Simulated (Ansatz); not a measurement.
## Geometry relaxation of Sn

The run: geometry relaxation of Sn (Im-3m, 1 atom in the cell). Method and program: DFT, PBE, PAW with Ansatz's default frozen-core files, scalar-relativistic, no spin polarisation (Ansatz 0.2.0).

The structure was built on a prototype by a generator; it need not be a known phase. Its volume is 0.92 times that of the source entry. It belongs to a series of runs on one base structure; here: bcc relaxed under pressure, PAW files.

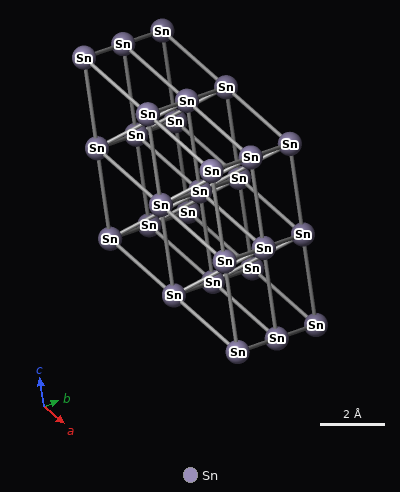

Figure 1. The input geometry (ball-and-stick view of the cell of the calculation, repeated 2 × 2 × 2, seen slightly off an axis). Near neighbours in the crystal (not all of them lie inside the picture): Sn has 8 Sn at 3.21 Å.

Input file
```yaml
crystal:
  lattice:
    - [-1.8549170423, 1.8549170423, 1.8549170423]
    - [1.8549170423, -1.8549170423, 1.8549170423]
    - [1.8549170423, 1.8549170423, -1.8549170423]
  atoms:
    - { symbol: Sn, position: [0.0, 0.0, 0.0] }
kpoints:
  mp_grid: { grid: [15, 15, 15] }
scf:
  occupations: { method: fermi_dirac, width: 0.1 }
hamiltonian:
  xc: pbe
  pseudopotentials: { kind: paw }
output:
  forces: true
  stress: true
  eigenvalues: true
  write_density: true
  write_potential: true
  elf: true
  volumetric_format: npy
relax:
  f_tol: 0.005
  max_steps: 40
  cell: { p_target: 4.4, stress_tol: 0.03 }
```

Run on 1 thread of Arm Neoverse V2, 128 GiB of memory available, shared host.

Launch command:
```bash
ansatz run input.yaml --threads 1 --pin off --max-ram 3584MiB --backend cpu --events-out ev --progress --plain --runs-dir out
```

Output
```
Engine: ansatz 0.2.0, aarch64-unknown-linux-gnu
Pseudopotentials: kind: paw
Pseudopotential: Sn, paw, valence charge 14, recommended cutoff 420 eV (normal), Sn.paw.azcp
Functional definition: PBE
  parameter kappa = 0.804
  parameter beta = 0.06672455060314922
  exchange = pbe_x(kappa = kappa, mu = beta*pi^2/3)
  correlation = pbe_c(beta = beta)
Crystal: 1 atoms, lattice volume = 25.529 Å³
Basis set: ecut = 420 eV, 531 PW (Γ), exchange–correlation on 48×48×48 points (8 copies of the dense FFT grid, shifted against one another)
Bands: 11, of which v1, the nominal top of the filled ones, is band 7 counted from 1 (6 counted from 0)
Symmetry: 48 space group operations
Space group: Im-3m (ITA 229), of the structure as read, at distance tolerance 2.9e-5 Å
k-points: 120 of 3375
Non-local potential: Sn, projectors of the file, l = 0: 2, l = 1: 2, l = 2: 2, l = 3: 2
PAW form: soft (Blöchl's): semilocal exchange-correlation on the pseudo side does not see the compensation charge
PAW one-centre angular grid: Sn, 590 points (default); XC on 64 Gauss nodes
Initial density: superposition of atomic densities (neutral atoms: chi_scale 0, normalization atom), corrected by the library's trained network
Initial wavefunctions: pseudopotential atomic-orbital guess
Functional: x = pbe(κ = 0.804, μ = 0.2195149727645171), c = pbe(β = 0.06672455060314922)
SCF iter   1: F=—  HF=-6024.121958 eV  |F-HF|=—  |Δ(HF+E_count)|=         —  Δρ=6.56e-4  dr2=3.71e-5  ethr=1.77e-3  ⟨swp⟩=5.0  Hψ=7699  notcnv=0
preconditioner: auto → Kerker (q_TF=auto, 2.468 Å⁻¹)  [metal: Δε(μ)=0.079 eV  Ē_g=23.553 eV  σ=0.100 eV  W_gap=0.19  n_scr=12 (ndim 8)  ℏωp=27.5 eV  f_vac=0.000  D(μ)=0.60/eV (n_scr^D=0)]
SCF iter   2: F=—  HF=-6024.121592 eV  |F-HF|=—  |Δ(HF+E_count)|=   3.66e-4  Δρ=3.43e-4  dr2=1.77e-5  ethr=2.65e-7  ⟨swp⟩=2.7  Hψ=3182  notcnv=0
SCF iter   3: F=—  HF=-6024.121596 eV  |F-HF|=—  |Δ(HF+E_count)|=   4.15e-6  Δρ=2.43e-4  dr2=8.10e-6  ethr=1.26e-7  ⟨swp⟩=2.0  Hψ=2137  notcnv=0
SCF iter   4: F=—  HF=-6024.121605 eV  |F-HF|=—  |Δ(HF+E_count)|=   9.52e-6  Δρ=9.51e-5  dr2=8.87e-7  ethr=5.79e-8  ⟨swp⟩=2.0  Hψ=2148  notcnv=0
SCF iter   5: F=—  HF=-6024.121606 eV  |F-HF|=—  |Δ(HF+E_count)|=   1.07e-6  Δρ=2.41e-5  dr2=9.78e-8  ethr=6.33e-9  ⟨swp⟩=2.0  Hψ=1577  notcnv=0
SCF iter   6: F=-6024.121606 eV  HF=-6024.121606 eV  |F-HF|=9.87e-9  |Δ(HF+E_count)|=   9.92e-8  Δρ=5.20e-6  dr2=5.53e-9  ethr=6.98e-10  ⟨swp⟩=7.6  Hψ=7301  notcnv=0
SCF 1 converged in 6 iterations: F = -6024.121606 eV  dr2 = 5.53e-9
  greatest PAW one-centre occupation: 0.991 electrons in one spin orbital (limit 2), on the Sn atom at site 0 (counted from 0), in its partial waves of l = 2
relax step   1: F+E_penalty+E_count = -6024.12160638 eV  Δ(F+E_penalty+E_count) = +0.000e0 eV  max|allowed force component| = 0.000e0 eV/Å  Δτ_max = 0.0000 Å  P = +4.417 GPa  Ω = 25.529 Å³  (6 SCF iters, dr2 threshold 1.00e-7 eV, accepted)
Initial density: handed on by an earlier stage of this run
Initial wavefunctions: pseudopotential atomic-orbital guess (no wavefunctions were taken with the density)
iter 1 solved again at ethr=1.14e-7 eV; its pass at ethr=3.10e-3 eV (dr2=1.59e-5 eV) is discarded
SCF iter   1: F=—  HF=-6024.121608 eV  |F-HF|=—  |Δ(HF+E_count)|=         —  Δρ=4.77e-6  dr2=4.65e-9  ethr=1.14e-7  ⟨swp⟩=2.9  Hψ=10886  notcnv=0
eigensolver tolerance schedule: the retry pair's looser diagonalisation over-reported the residual by 3420.42 of it (diagonalisation noise at 0.14 of the residual, at the tolerance the schedule requests for it); recorded, not acted on — ethr = c·dr2/N_el stays at c = 1.0e-1
preconditioner: auto → Kerker (q_TF=auto, 2.468 Å⁻¹)  [metal: Δε(μ)=0.080 eV  Ē_g=23.555 eV  σ=0.100 eV  W_gap=0.19  n_scr=12 (ndim 8)  ℏωp=27.5 eV  f_vac=0.000  D(μ)=0.60/eV (n_scr^D=0)]
SCF iter   2: F=—  HF=-6024.121606 eV  |F-HF|=—  |Δ(HF+E_count)|=   1.53e-6  Δρ=1.80e-6  dr2=8.14e-10  ethr=3.32e-11  ⟨swp⟩=2.2  Hψ=2214  notcnv=0
SCF iter   3: F=—  HF=-6024.121606 eV  |F-HF|=—  |Δ(HF+E_count)|=  3.87e-10  Δρ=5.60e-7  dr2=3.93e-11  ethr=5.81e-12  ⟨swp⟩=2.0  Hψ=2161  notcnv=0
SCF iter   4: F=—  HF=-6024.121606 eV  |F-HF|=—  |Δ(HF+E_count)|=  2.00e-11  Δρ=2.92e-7  dr2=1.86e-11  ethr=1.00e-12  ⟨swp⟩=2.0  Hψ=1920  notcnv=0
SCF iter   5: F=-6024.121606 eV  HF=-6024.121606 eV  |F-HF|=1.82e-12  |Δ(HF+E_count)|=  1.27e-11  Δρ=5.17e-8  dr2=7.59e-13  ethr=1.00e-12  ⟨swp⟩=4.2  Hψ=5384  notcnv=0
SCF 2 converged in 5 iterations: F = -6024.121606 eV  dr2 = 7.59e-13
relax step   2: F+E_penalty+E_count = -6024.12160638 eV  Δ(F+E_penalty+E_count) = -4.780e-9 eV  max|allowed force component| = 0.000e0 eV/Å  Δτ_max = 0.0000 Å  P = +4.417 GPa  Ω = 25.529 Å³  stress off target by 1.66e-2 GPa  SCF on the basis re-selected at this cell (its energy is not comparable with the rows above)  (5 SCF iters)
```

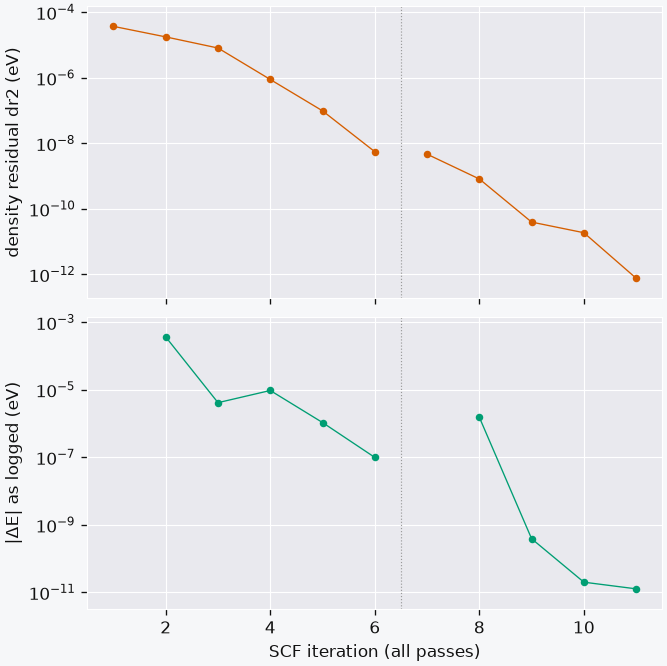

Figure 2. Convergence of the self-consistent field: density residual dr2 and size of the energy change against the SCF iteration. The dotted lines part the SCF passes of the relaxation: geometry steps, rejected trials and re-solves on a re-selected basis. The passes take 6 and 5 iterations.

```
basis re-selected at this cell: Δ(F+E_penalty+E_count) = -4.780e-9 eV, ΔP = +0.000 GPa vs the last step (what re-selecting the basis moved, of the pressure what is left beyond the Pulay correction that the steps carried, after the strain that the cell walked since its last selection, with what the two solves' SCF thresholds leave and, on support functions, any second-order correction that the steps lacked; it is no measure of the basis error at this ecutwfc). This SCF's stress stands 1.66e-2 GPa from its target on what of the cell is left free (relax.cell.stress_tol is 3.00e-2 GPa) and its largest allowed force component is 0.00e0 eV/Å (relax.f_tol is 5.00e-3 eV/Å): within both
SCF converged after 5 iterations
Free energy (F): -6024.121606 eV
Harris-Foulkes:  -6024.121606 eV  (|F-HF|=1.82e-12)
Internal energy: -6024.102310 eV  (E = F + TS)
E sigma→0 (E₀):  -6024.111958 eV
Entropy (-TS):   -0.019297 eV (-19.297 meV/atom)
Fermi energy:    11.812085 eV
--- Per-component energies (eV) ---
  E_band       = -68.423462
  E_kinetic    = 186.875140
  E_local      = -778.869407  (includes V_loc(G=0)·N_el)
  E_nonlocal   = -32.568963
  E_hartree    = 503.159817
  E_xc         = -383.249084
  E_vxc        = -96.838911  (∫ρ·V_xc dr)
  E_paw        = -4135.139977  (= ΣΔE_a)
  E_vpaw       = -353.340916  (= ΣTr[D̂ρ^β])
  E_aug_tail   = -0.000000  (compensation charges beyond the density's cutoff)
  E_ewald      = -1384.309834
  E_smearing   = -0.019297  (= −TS)
  E_closure    = 0.000000  (closes the sum)
  Σ components = -6024.121606   (vs F -6024.121606, Δ=0.00e0)
--- Forces (eV/Å), atoms counted from 1 ---
  atom   1  Sn     0.00000000     0.00000000    -0.00000000
  max |Σ_I F_I| component: 1.15e-30 eV/Å
--- Stress (GPa, compression-positive) ---
        4.416578      -0.000000      -0.000000
        0.000000       4.416578      -0.000000
       -0.000000       0.000000       4.416578
  P = ⅓ Tr σ = 4.4166 GPa (44.166 kbar)
--- Band table (eV; the first three rows and the last of 120) ---
  k-point 0: bands = ["-9.7938", "-9.7938", "-9.7938", "-9.6270", "-9.6270", "0.2624", "20.3929", "20.3929", "20.3929", "24.0450", "24.0450"]
  k-point 1: bands = ["-9.7962", "-9.7903", "-9.7825", "-9.6297", "-9.6272", "0.3646", "19.4598", "19.9500", "20.2367", "23.0627", "23.3486"]
  k-point 2: bands = ["-9.8031", "-9.7814", "-9.7504", "-9.6369", "-9.6281", "0.6717", "17.4234", "19.0157", "19.7915", "22.1633", "22.4825"]
  k-point 119: bands = ["-9.8210", "-9.8187", "-9.5540", "-9.5540", "-9.5530", "9.3063", "11.3287", "11.3287", "11.4411", "15.6728", "16.0177"]
--- Relaxed structure (1 steps of the walk, 1 accepted, 1 SCFs on fresh bases) ---
  F+E_penalty+E_count = -6024.12160638 eV   max|allowed force component| = 0.000e0 eV/Å   (the final SCF, on the basis selected at the relaxed cell)
  cell:  # Å, volume = 25.5290 Å³
    - [-1.8549170423, 1.8549170423, 1.8549170423]
    - [1.8549170423, -1.8549170423, 1.8549170423]
    - [1.8549170423, 1.8549170423, -1.8549170423]
  atoms:
    - { symbol: Sn, position: [0.0, 0.0, 0.0] }
```

File v_z.tsv
```
# z_ang	v_es[eV]	v_tot[eV]
# format = ansatz-planar-average/11
# xc	pbe
# density_cutoff_ev	1680
# datasets	Sn=:simpson_from_first_knot:soft
# lattice	-1.854917042	1.854917042	1.854917042
# lattice	1.854917042	-1.854917042	1.854917042
# lattice	1.854917042	1.854917042	-1.854917042
# sites	1
# site	50	0.000000000	0.000000000	0.000000000
0.000000	9.268063e0	-4.789314e0
0.133867	9.043636e0	-4.861391e0
0.267734	8.450554e0	-5.019219e0
0.401601	7.704440e0	-5.105247e0
0.535468	7.088611e0	-4.920126e0
0.669336	6.867373e0	-4.296994e0
0.803203	7.200340e0	-3.169460e0
0.937070	8.078697e0	-1.623962e0
1.070937	9.303090e0	9.789440e-2
1.204804	1.054092e1	1.676428e0
1.338671	1.147640e1	2.836134e0
1.472538	1.198799e1	3.478762e0
1.606405	1.214195e1	3.675948e0
1.740272	1.198799e1	3.478762e0
1.874139	1.147640e1	2.836134e0
2.008007	1.054092e1	1.676428e0
2.141874	9.303090e0	9.789440e-2
2.275741	8.078697e0	-1.623962e0
2.409608	7.200340e0	-3.169460e0
2.543475	6.867373e0	-4.296994e0
2.677342	7.088611e0	-4.920126e0
2.811209	7.704440e0	-5.105247e0
2.945076	8.450554e0	-5.019219e0
3.078943	9.043636e0	-4.861391e0
```

Trajectory as extended XYZ (Å, eV, eV/Å), 2 frames, from step=1 to step=2
```
1
Lattice="-1.8549 1.8549 1.8549 1.8549 -1.8549 1.8549 1.8549 1.8549 -1.8549" Properties=species:S:1:pos:R:3:forces:R:3 step=1 energy=-6024.12161 pressure_GPa=4.42
Sn    0.0000    0.0000    0.0000    0.0000   0.0000   0.0000
1
Lattice="-1.8549 1.8549 1.8549 1.8549 -1.8549 1.8549 1.8549 1.8549 -1.8549" Properties=species:S:1:pos:R:3:forces:R:3 step=2 energy=-6024.12161 pressure_GPa=4.42
Sn    0.0000    0.0000    0.0000    0.0000   0.0000   0.0000
```

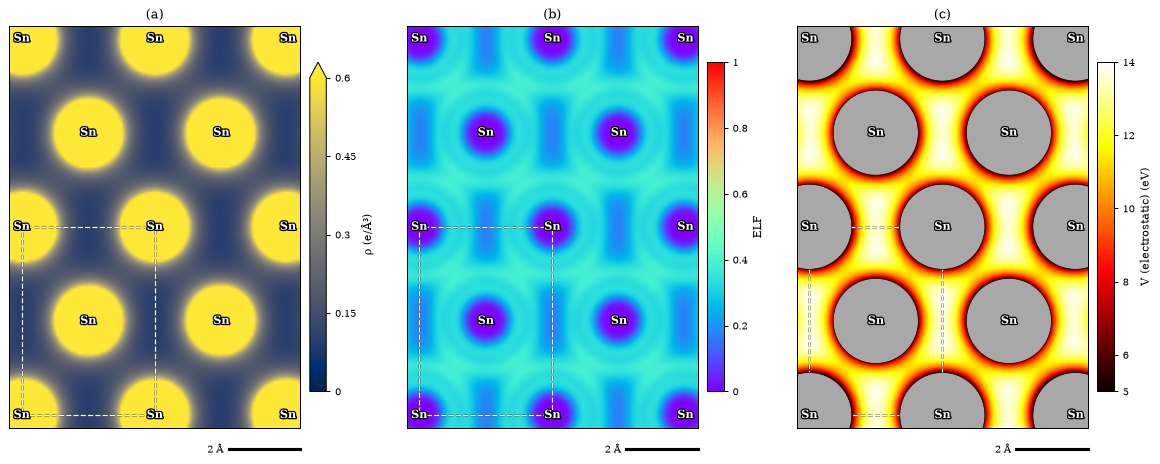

Figure 3. (a) valence pseudo-density; (b) electron localisation function; (c) electrostatic potential (local pseudopotential plus Hartree) felt by an electron on the (101) plane of the conventional cell. Grey discs, where drawn, cover atomic cores. Sn–Sn (3.21 Å): ρ is about 0.18 e/Å³ halfway; the ELF is about 0.40 at the midpoint, which marks nearly free electrons, as in a simple metal. Away from the nuclei the density in this plane falls to 0.1 e/Å³ at its lowest. Outside the cores the potential energy rises away from the atoms and is highest about 1.9 Å from the nearest atoms; outside the discs it spans about 8 eV, and its zero is arbitrary. The fields are those of the smooth PAW valence density.

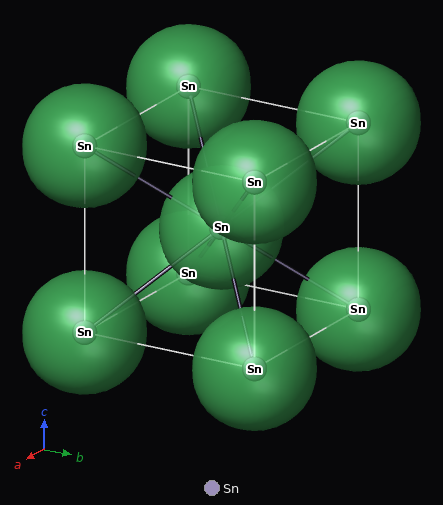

Figure 4. Isosurface of the valence charge density (pseudo) at 0.3 e/Å³ (green), seen at an oblique angle. Sticks mark near contacts. The outline is the cell set on symmetry axes. At this value the density breaks into separate islands; it holds about 80 % of the electrons treated as valence (semicore included). It is pinched off along the Sn–Sn (3.21 Å) contacts. On the grid the lowest density along these lines, outside the cores, is 0.18 e/Å³ (Sn–Sn, 3.21 Å).

Results in brief

| quantity | value |
| --- | --- |
| outcome | converged |
| space group (tolerance 0.01 Å) | Im-3m (229) |
| electrons treated | 14 |
| free energy | −6024.1216 eV |
| Fermi energy | 11.812 eV |
| pressure | 4.42 GPa |
| final volume | 25.53 Å³ |
| largest force (length of the vector) at the end | under 0.001 eV/Å |
| final cell | a = 3.213 Å, b = 3.213 Å, c = 3.213 Å, α = 109.47°, β = 109.47°, γ = 109.47° |
| wall time | 4.3 s |
| peak memory | 0.32 GiB |
